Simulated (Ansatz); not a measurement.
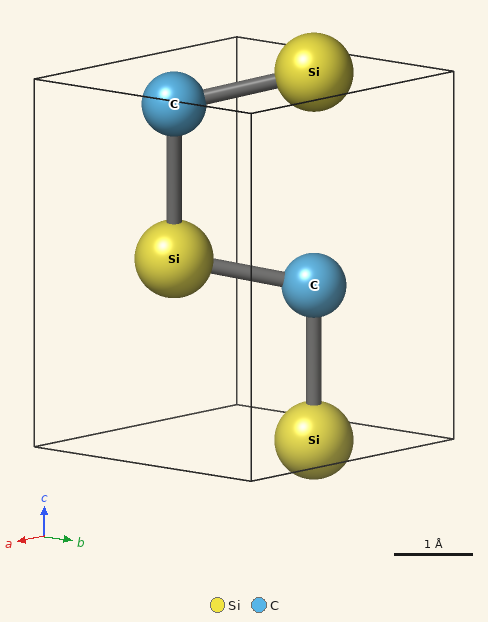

Fig. 1: The structure (ball-and-stick view of the cell of the calculation, seen at an oblique angle).

# SiC: single-point calculation

System: SiC (P6₃mc, 4 atoms in the cell).
Method: DFT PBE, scalar-relativistic, plane waves, PAW, PAW set soft_1, no spin polarisation (Ansatz 0.2.0).

The structure derives from an entry of the Crystallography Open Database. Figures and captions count atoms from 1; the log counts them from 0 in places.

The program's output
```
Engine: ansatz 0.2.0, aarch64-unknown-linux-gnu
Pseudopotentials: kind: paw
Pseudopotential: Si, paw, valence charge 4, recommended cutoff 420 eV (normal), [file]
Pseudopotential: C, paw, valence charge 4, recommended cutoff 420 eV (normal), [file]
Functional definition: PBE
  parameter kappa = 0.804
  parameter beta = 0.06672455060314922
  exchange = pbe_x(kappa = kappa, mu = beta*pi^2/3)
  correlation = pbe_c(beta = beta)
Crystal: 4 atoms, lattice volume = 42.011 Å³
Basis set: ecut = 520 eV, 1105 PW (Γ), exchange–correlation on 48×48×80 points (8 copies of the dense FFT grid, shifted against one another)
Bands: 12, of which v1, the nominal top of the filled ones, is band 8 counted from 1 (7 counted from 0)
Symmetry: 12 space group operations
Space group: P63mc (ITA 186), of the structure as read, at distance tolerance 3.5e-5 Å
k-points: 76 of 864 (time reversal used)
Non-local potential: Si, projectors of the file, l = 0: 2, l = 1: 2, l = 2: 1
Non-local potential: C, projectors of the file, l = 0: 2, l = 1: 2, l = 2: 1
PAW form: soft (Blöchl's): semilocal exchange-correlation on the pseudo side does not see the compensation charge
PAW one-centre angular grid: Si, 110 points (default); XC on 64 Gauss nodes
PAW one-centre angular grid: C, 110 points (default); XC on 64 Gauss nodes
Initial density: superposition of atomic densities (chi_scale 0.1, normalization cell, long waves kept (reshape's long-wave potential 0.00 eV rms))
Initial wavefunctions: pseudopotential atomic-orbital guess
Functional: x = pbe(κ = 0.804, μ = 0.2195149727645171), c = pbe(β = 0.06672455060314922)
SCF iter   1: F=—  HF=-1776.807014 eV  |F-HF|=—  |Δ(HF+E_count)|=         —  Δρ=1.39e-1  dr2=9.95e0  ethr=3.10e-3  ⟨swp⟩=5.8  Hψ=6465  notcnv=0
preconditioner: auto → none  [insulator: Δε(μ)=3.114 eV  Ē_g=12.553 eV  σ=0.050 eV  W_gap=1.00  n_scr=2 (ndim 8)  ℏωp=22.9 eV  f_vac=0.000  D(μ)=0.00/eV (n_scr^D=0)  ε∞_Penn≈4.3]
SCF iter   2: F=—  HF=-1773.899728 eV  |F-HF|=—  |Δ(HF+E_count)|=    2.91e0  Δρ=5.01e-2  dr2=6.64e-1  ethr=3.10e-3  ⟨swp⟩=4.3  Hψ=3082  notcnv=0
SCF iter   3: F=—  HF=-1773.735808 eV  |F-HF|=—  |Δ(HF+E_count)|=   1.64e-1  Δρ=1.98e-2  dr2=8.49e-2  ethr=3.10e-3  ⟨swp⟩=2.4  Hψ=2029  notcnv=0
SCF iter   4: F=—  HF=-1773.731632 eV  |F-HF|=—  |Δ(HF+E_count)|=   4.18e-3  Δρ=1.38e-3  dr2=6.64e-4  ethr=5.31e-4  ⟨swp⟩=2.0  Hψ=1216  notcnv=0
SCF iter   5: F=—  HF=-1773.731863 eV  |F-HF|=—  |Δ(HF+E_count)|=   2.31e-4  Δρ=2.65e-4  dr2=1.06e-5  ethr=4.15e-6  ⟨swp⟩=2.2  Hψ=1511  notcnv=0
SCF iter   6: F=—  HF=-1773.731835 eV  |F-HF|=—  |Δ(HF+E_count)|=   2.74e-5  Δρ=1.01e-4  dr2=2.53e-6  ethr=6.65e-8  ⟨swp⟩=2.0  Hψ=1520  notcnv=0
SCF iter   7: F=—  HF=-1773.731835 eV  |F-HF|=—  |Δ(HF+E_count)|=   8.06e-7  Δρ=3.13e-5  dr2=2.11e-7  ethr=1.58e-8  ⟨swp⟩=2.3  Hψ=1494  notcnv=0
SCF iter   8: F=-1773.731835 eV  HF=-1773.731835 eV  |F-HF|=1.98e-10  |Δ(HF+E_count)|=   5.97e-8  Δρ=1.43e-6  dr2=5.16e-10  ethr=6.25e-10  ⟨swp⟩=8.8  Hψ=5639  notcnv=0
SCF 1 converged in 8 iterations: F = -1773.731835 eV  dr2 = 5.16e-10
  greatest PAW one-centre occupation: 0.648 electrons in one spin orbital (limit 2), on the C atom at site 3 (counted from 0), in its partial waves of l = 0
SCF converged after 8 iterations
Free energy (F): -1773.731835 eV
Harris-Foulkes:  -1773.731835 eV  (|F-HF|=1.98e-10)
Internal energy: -1773.731835 eV  (E = F + TS)
E sigma→0 (E₀):  -1773.731835 eV
Fermi energy:    11.206804 eV
--- Per-component energies (eV) ---
  E_band       = 55.104932
  E_kinetic    = 265.783736
  E_local      = -196.379326  (includes V_loc(G=0)·N_el)
  E_nonlocal   = 90.055298
  E_hartree    = 65.576147
  E_xc         = -210.920265
  E_vxc        = -216.847624  (∫ρ·V_xc dr)
  E_paw        = -1223.147519  (= ΣΔE_a)
  E_vpaw       = -18.659402  (= ΣTr[D̂ρ^β])
  E_aug_tail   = 0.000025  (compensation charges beyond the density's cutoff)
  E_ewald      = -564.699931
  E_smearing   = -0.000000  (= −TS)
  E_closure    = -0.000000  (closes the sum)
  Σ components = -1773.731835   (vs F -1773.731835, Δ=0.00e0)
--- Forces (eV/Å), atoms counted from 1 ---
  atom   1  Si     0.00000000    -0.00000000     2.16589287
  atom   2  Si     0.00000000     0.00000000     2.16589287
  atom   3  C     -0.00000000    -0.00000000    -2.16588090
  atom   4  C      0.00000000     0.00000000    -2.16588090
  max |Σ_I F_I| component: 2.39e-5 eV/Å
--- Stress (GPa, compression-positive) ---
        2.655799      -0.000000       0.000000
        0.000000       2.655799      -0.000000
        0.000000      -0.000000      -0.664603
  P = ⅓ Tr σ = 1.5490 GPa (15.490 kbar)
--- Band table (eV; the first three rows and the last of 76) ---
  k-point 0: bands = ["-6.0349", "-2.5575", "1.5165", "7.5914", "7.5914", "8.8803", "8.8803", "10.6051", "13.5408", "15.5770", "15.7441", "15.7441"]
  k-point 1: bands = ["-5.8972", "-3.0448", "2.2395", "7.6667", "7.6667", "8.7814", "8.7814", "9.7294", "13.6766", "15.7870", "15.7870", "16.1295"]
  k-point 2: bands = ["-5.4891", "-3.9643", "3.8523", "7.8797", "7.8797", "7.8842", "8.5214", "8.5214", "14.0807", "15.6005", "15.9760", "15.9760"]
  k-point 75: bands = ["-1.2959", "-1.2959", "1.5122", "1.5122", "3.6205", "3.6205", "8.5176", "8.5176", "13.9564", "13.9564", "16.0709", "16.0709"]
```

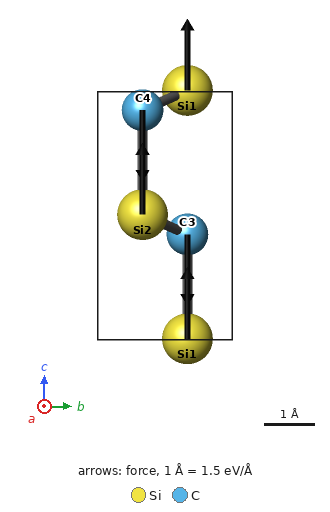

Fig. 2: Forces on the atoms as black arrows (ball-and-stick view of the cell of the calculation, along the a axis; atoms are numbered from 1 in the order of the input). The largest act on Si1, Si2 (2.17 eV/Å); C3, C4 (2.17 eV/Å). The geometry is not a stationary point of this energy.

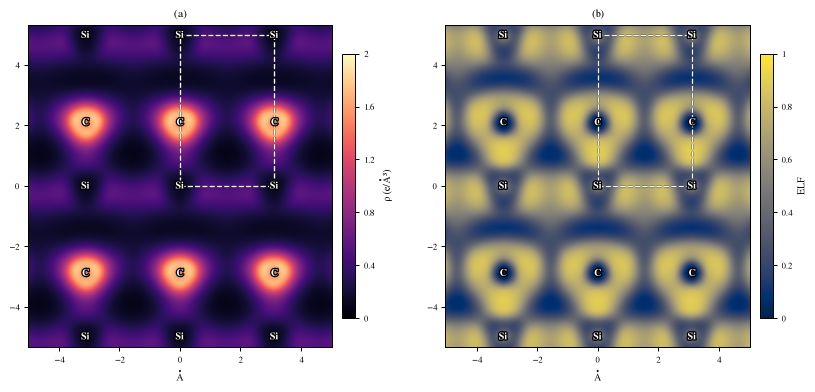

Fig. 3: (a) valence electron density; (b) ELF on the (100) plane of the conventional cell. Si–C (2.10 Å): the density is about 0.63 e/Å³ at the midpoint; the ELF peaks at about 0.90 between the atoms, which marks a shared electron pair. Away from the nuclei the density in this plane falls to 0.09 e/Å³ at its lowest. In a PAW calculation such maps are meaningful between the atoms, not at the nuclei.

The run was set up as follows.

The input
```yaml
crystal:
  lattice:
    - [3.1200190218, 0.0, 0.0]
    - [-1.5600095109, 2.7020157332, 0.0]
    - [0.0, 0.0, 4.9832943816]
  atoms:
    - { symbol: Si, position: [0.3333333333, 0.6666666667, 0.0045639005] }
    - { symbol: Si, position: [0.6666666667, 0.3333333333, 0.5045639005] }
    - { symbol: C, position: [0.3333333333, 0.6666666667, 0.4251748739] }
    - { symbol: C, position: [0.6666666667, 0.3333333333, 0.9251748739] }
basis:
  ecutwfc: 520.0
kpoints:
  mp_grid: { grid: [12, 12, 6] }
hamiltonian:
  xc: pbe
  pseudopotentials: { kind: paw, azcp: { folder: soft_1 } }
scf:
  occupations: { method: gaussian, width: 0.05 }
output:
  forces: true
  stress: true
  eigenvalues: true
  write_density: true
  write_potential: true
  elf: true
  volumetric_format: npy
```

Launched with:
```bash
ansatz run input.yaml --threads 1 --pin off --max-ram 2048MiB --backend cpu --events-out ev --progress --plain --runs-dir out
```

Results in brief

- outcome: converged
- space group (tolerance 0.01 Å): P6₃mc (186)
- electrons treated: 16
- free energy: −1773.7318 eV
- Fermi energy: 11.207 eV
- gap on the k-point mesh: 1.21 eV
- pressure: 1.55 GPa
- largest force (length of the vector): 2.166 eV/Å
- hardware: 1 thread of Arm Neoverse N1, 98 GiB of memory available, shared host
- wall time: 14 s
- peak memory: 0.33 GiB
